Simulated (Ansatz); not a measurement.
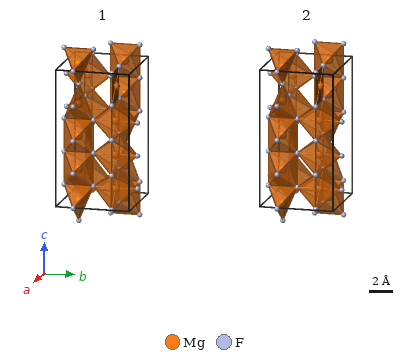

Two geometries of a defect cell of composition Mg8F15 (cell charge +1) (started half-way along a vacancy jump, in the symmetry of that start), drawn at one scale. One is the start of a relaxation, the other its converged end. The picture is a polyhedral view of the conventional cell (2 times the calculation's cell) (origin shifted), seen slightly off an axis. Lengths and directions refer to the drawn axes.

Theory: DFT PBE, scalar-relativistic, plane waves, PAW (Ansatz). (plane-wave cutoff 420 eV; k-point mesh 4 × 4 × 4; occupations gaussian; smearing width 0.05 eV; no spin polarisation; atoms relaxed in a fixed cell; force threshold 0.02 eV/Å; at most 60 steps)

> Which of the two is the end point?

Structure 1 is the relaxed one. Over 5 geometry steps the energy falls by 2.528 eV per cell of the calculation. The largest force component goes from 11 to 0.0023 eV/Å. The largest moves, 0.28 Å, are those of Mg atoms. By element the largest moves are Mg 0.28 Å, F 0.11 Å. The cell doesn't change. Some distances before and after: F–Mg 1.546 → 1.821 Å, F–Mg 2.023 → 1.913 Å, F–Mg 2.023 → 1.939 Å, F–Mg 2.023 → 2.072 Å. Bond angles that change, for instance: F–Mg–F 180.0° → 167.3°, F–Mg–F 80.3° → 88.0°, F–Mg–F 90.0° → 83.6°.

Limits of the set-up: the periodic images lie only 6.6 Å apart, so the values are limited by the cell's size; the cell is charged, on a uniform background, and energies carry no finite-size correction.
